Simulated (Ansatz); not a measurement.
Run report: CsBr, geometry relaxation (part 1 of 2)

The run: geometry relaxation of CsBr (Pm-3m, 2 atoms in the cell). Method and program: DFT PBEsol, scalar-relativistic, plane waves, PAW, no spin polarisation (Ansatz 0.2.0).

The structure derives from an entry of the Crystallography Open Database. It belongs to a series of runs on one base structure; here: relaxed at -1 GPa.

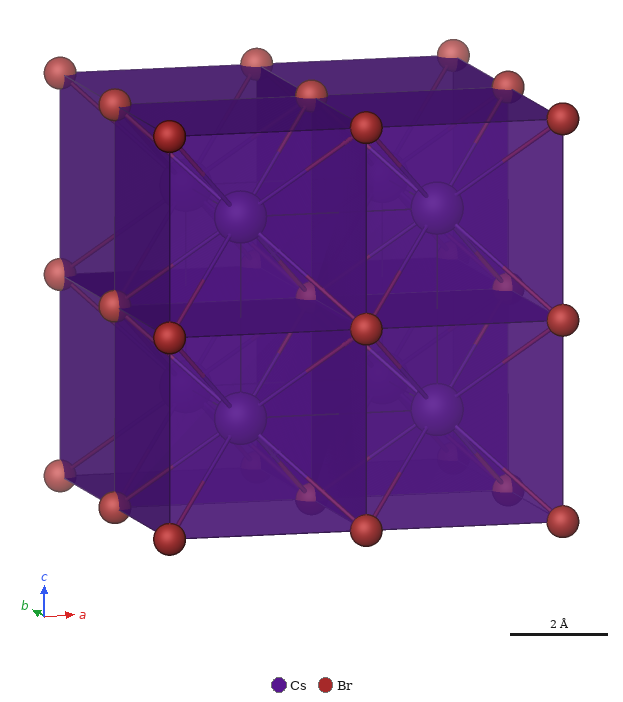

Fig. 1: The starting structure (polyhedral view of the cell of the calculation, seen slightly off an axis; polyhedra are completed across the faces of the cell). An atom can appear more than once, as a periodic image.

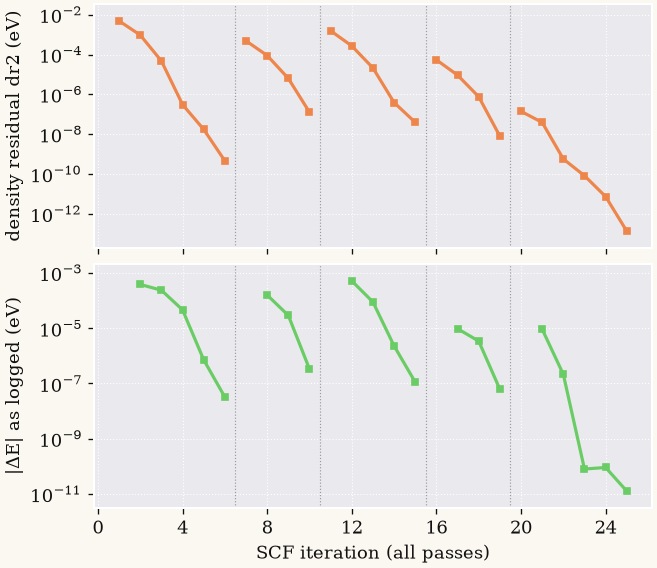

Fig. 2: Convergence of the self-consistent field: density residual dr2 and size of the energy change against the SCF iteration. The dotted lines part the SCF passes of the relaxation: geometry steps, rejected trials and re-solves on a re-selected basis. The 5 passes take 4 to 6 iterations each, 25 in all.

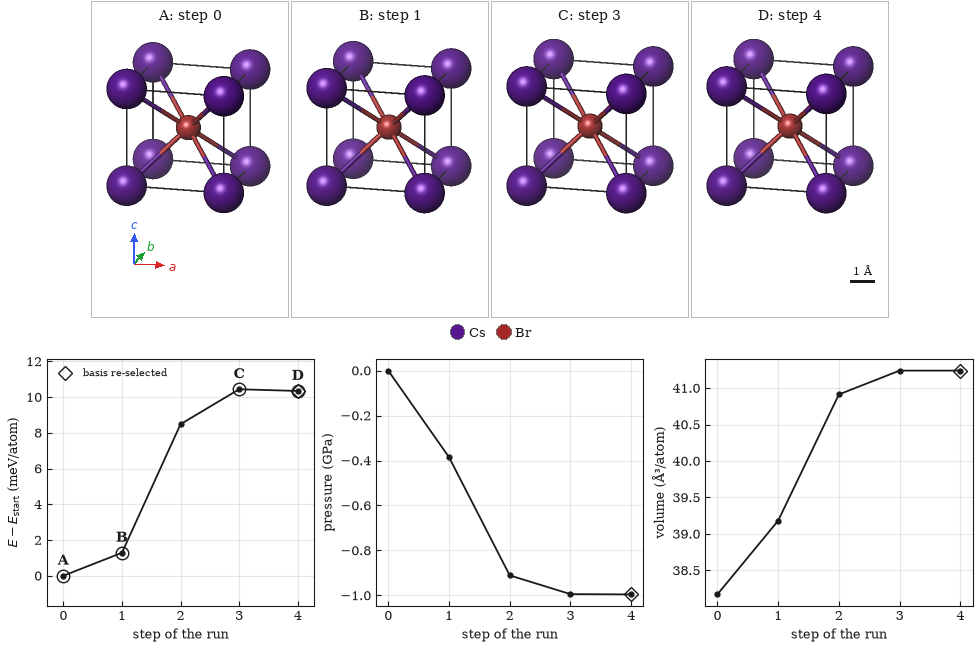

Fig. 3: Frames of the relaxation (ball-and-stick view of the cell of the calculation, seen slightly off an axis) above the curves, on which the letters mark them (the first geometry is step 0 here and step 1 in the log).

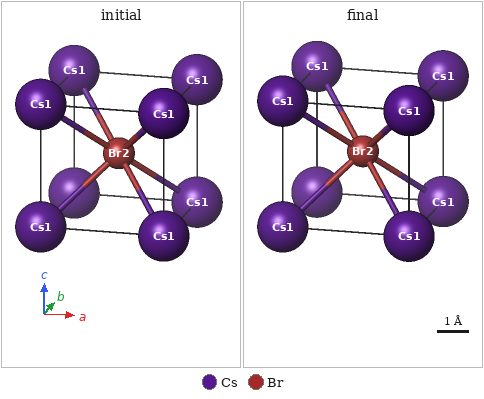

Fig. 4: Before (left) and after (right) the relaxation, at one scale (ball-and-stick view of the cell of the calculation, seen slightly off an axis). No atom moves by more than 0.005 Å relative to the cell. Cell: a = b = c 4.242 → 4.353 Å (+2.6 %). Volume +8.0 %. Distances before and after: Cs1–Br2 3.674 → 3.770 Å. The space group stays Pm-3m (No. 221). Over 3 geometry steps the energy rises by 10.4 meV per atom. With the target pressure of -1 GPa, the enthalpy E + pV changes by −8.7 meV per atom. All forces vanish by symmetry, so only the cell relaxes. Pressure: 0.00 GPa at the start and −1.00 GPa at the end. A last SCF at the same geometry on a re-selected plane-wave basis shifts the energy by −0.1 meV per atom. (Atoms are counted from 1 in the order of the input.)

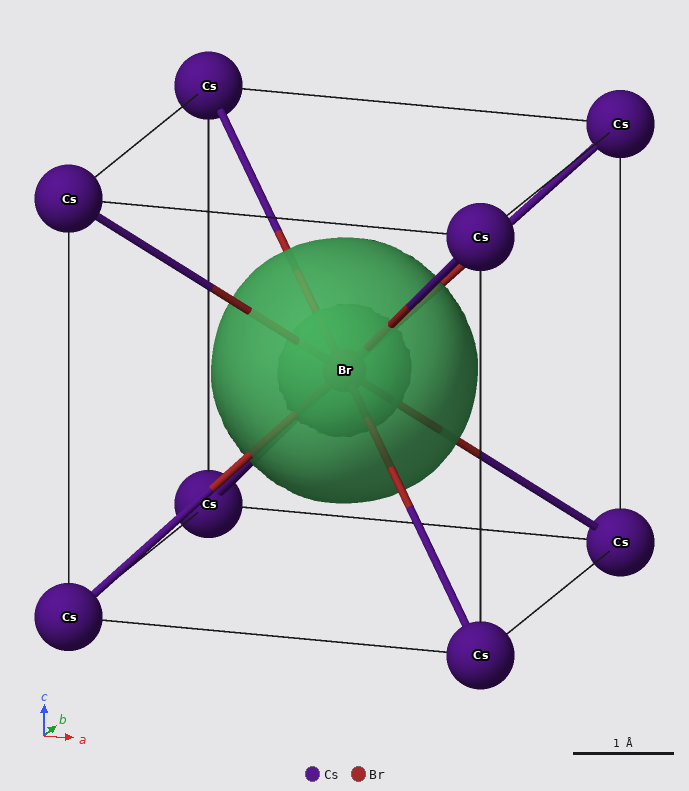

Fig. 5: Isosurface of the electron localisation function at 0.75 (green), seen slightly off an axis. Core shells and regions of very low density are left out. Sticks mark near contacts. The outline is the cell set on symmetry axes. In a PAW calculation such maps are meaningful between the atoms, not at the nuclei.

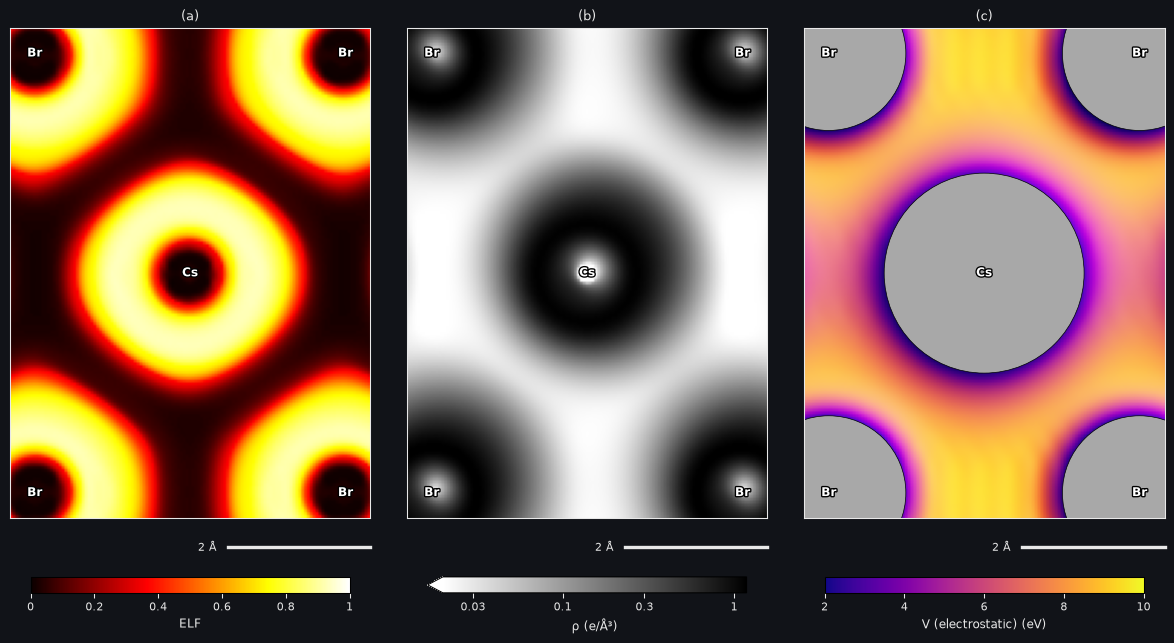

Fig. 6: (a) ELF; (b) valence pseudo-density; (c) electrostatic potential energy of an electron on the (101̄) plane of the conventional cell. Grey discs, where drawn, cover atomic cores. The section cuts through Cs and Br sites. Away from the nuclei the density in this plane falls to 0.02 e/Å³ at its lowest. The strong features right at Cs lie inside the PAW spheres (semicore, d or f shells) and say nothing about bonding. Outside the cores the potential energy rises away from the atoms and is highest about 2.2 Å from the nearest atoms; outside the discs it spans about 7 eV, and its zero is arbitrary.

The input and output of the run follow.

## The input
```yaml
crystal:
  lattice:
    - [4.2421675942, 0.0, 0.0]
    - [0.0, 4.2421675942, 0.0]
    - [0.0, 0.0, 4.2421675942]
  atoms:
    - { symbol: Cs, position: [0.0, 0.0, 0.0] }
    - { symbol: Br, position: [0.5, 0.5, 0.5] }
basis:
  ecutwfc: 420
kpoints:
  mp_grid: { grid: [6, 6, 6] }
hamiltonian:
  xc: pbesol
scf:
  occupations: { method: fixed }
output:
  forces: true
  stress: true
  eigenvalues: true
  write_density: true
  write_potential: true
  elf: true
  volumetric_format: npy
relax:
  adjacent_minimum: "off"
  f_tol: 0.001
  max_steps: 60
  cell: { stress_tol: 0.02, p_target: -1.0 }
```

Command:
```bash
ansatz run input.yaml --threads 1 --pin off --max-ram 1228MiB --backend cpu --events-out ev --progress --plain --runs-dir out
```

## What the program printed
```
Engine: ansatz 0.2.0, x86_64-unknown-linux-gnu
Pseudopotentials: kind: paw
Pseudopotential: Cs, paw, valence charge 9, recommended cutoff 420 eV (normal), Cs.paw.azcp
Pseudopotential: Br, paw, valence charge 7, recommended cutoff 420 eV (normal), Br.paw.azcp
Functional definition: PBEsol
  exchange = pbesol_x
  correlation = pbesol_c
Crystal: 2 atoms, lattice volume = 76.342 Å³
Basis set: ecut = 420 eV, 1503 PW (Γ), exchange–correlation on 60×60×60 points (8 copies of the dense FFT grid, shifted against one another)
Bands: 12, of which v1, the nominal top of the filled ones, is band 8 counted from 1 (7 counted from 0)
Symmetry: 48 space group operations
Space group: Pm-3m (ITA 221), of the structure as read, at distance tolerance 4.2e-5 Å
k-points: 20 of 216
Non-local potential: Cs, projectors of the file, l = 0: 3, l = 1: 2, l = 2: 2, l = 3: 2
Non-local potential: Br, projectors of the file, l = 0: 2, l = 1: 2, l = 2: 2
PAW form: soft (Blöchl's): semilocal exchange-correlation on the pseudo side does not see the compensation charge
PAW frozen core: Cs, regenerated for the run's functional, and the local potential with it (the file was generated under x = pbe(κ = 0.804, μ = 0.2195149727645171), c = pbe(β = 0.06672455060314922))
PAW frozen core: Br, regenerated for the run's functional, and the local potential with it (the file was generated under x = pbe(κ = 0.804, μ = 0.2195149727645171), c = pbe(β = 0.06672455060314922))
PAW one-centre angular grid: Cs, 194 points (default); XC on 64 Gauss nodes
PAW one-centre angular grid: Br, 110 points (default); XC on 64 Gauss nodes
Initial density: superposition of atomic densities (neutral atoms: chi_scale 0, normalization atom), corrected by the library's trained network
Initial wavefunctions: pseudopotential atomic-orbital guess
Functional: x = pbesol(κ = 0.804, μ = 0.12345679012345678), c = pbesol(β = 0.046)
SCF iter   1: F=—  HF=-8325.831210 eV  |F-HF|=—  |Δ(HF+E_count)|=         —  Δρ=1.93e-3  dr2=4.86e-3  ethr=1.77e-3  ⟨swp⟩=6.0  Hψ=1375  notcnv=0  defer=33
preconditioner: auto → Resta (q_TF=auto, 2.103 Å⁻¹)  ε∞=2.8  [insulator: Δε(μ)=4.418 eV  Ē_g=11.691 eV  n_scr=18 (ndim 8)  ℏωp=15.9 eV  f_vac=0.000  ε∞_Penn≈2.8]
SCF iter   2: F=—  HF=-8325.830830 eV  |F-HF|=—  |Δ(HF+E_count)|=   3.80e-4  Δρ=9.67e-4  dr2=9.50e-4  ethr=3.04e-5  ⟨swp⟩=2.2  Hψ=565  notcnv=0  defer=38
SCF iter   3: F=—  HF=-8325.831065 eV  |F-HF|=—  |Δ(HF+E_count)|=   2.35e-4  Δρ=2.46e-4  dr2=4.73e-5  ethr=5.94e-6  ⟨swp⟩=2.1  Hψ=373  notcnv=0  defer=37
SCF iter   4: F=—  HF=-8325.831111 eV  |F-HF|=—  |Δ(HF+E_count)|=   4.56e-5  Δρ=2.79e-5  dr2=3.07e-7  ethr=2.96e-7  ⟨swp⟩=2.0  Hψ=403  notcnv=0  defer=32
iter 5 did not close the SCF: its close was put off for the readings that it lacked (scf_convergence_deferred on its scf_iter line)
SCF iter   5: F=-8325.831112 eV  HF=-8325.831112 eV  |F-HF|=2.78e-8  |Δ(HF+E_count)|=   7.11e-7  Δρ=4.70e-6  dr2=1.74e-8  ethr=1.92e-9  ⟨swp⟩=2.0  Hψ=403  notcnv=0  defer=36
SCF iter   6: F=-8325.831112 eV  HF=-8325.831112 eV  |F-HF|=7.39e-10  |Δ(HF+E_count)|=   3.19e-8  Δρ=9.78e-7  dr2=4.60e-10  ethr=1.09e-10  ⟨swp⟩=10.3  Hψ=2144  notcnv=0
SCF 1 converged in 6 iterations: F = -8325.831112 eV  dr2 = 4.60e-10
  greatest PAW one-centre occupation: 0.926 electrons in one spin orbital (limit 2), on the Cs atom at site 0 (counted from 0), in its partial waves of l = 0
relax step   1: F+E_penalty+E_count = -8325.83111186 eV  Δ(F+E_penalty+E_count) = +0.000e0 eV  max|allowed force component| = 5.581e-29 eV/Å  Δτ_max = 0.0000 Å  P = -0.000 GPa  Ω = 76.342 Å³  (6 SCF iters, dr2 threshold 1.00e-7 eV, accepted)
Crystal: 2 atoms, lattice volume = 78.363 Å³
Basis set: ecut = 420 eV, 1551 PW (Γ), exchange–correlation on 60×60×60 points (8 copies of the dense FFT grid, shifted against one another)
Initial density: handed on by an earlier stage of this run
Initial wavefunctions: those handed on with the density
iter 1 solved again at ethr=3.07e-6 eV; its pass at ethr=3.10e-3 eV (dr2=4.91e-4 eV) is discarded
```
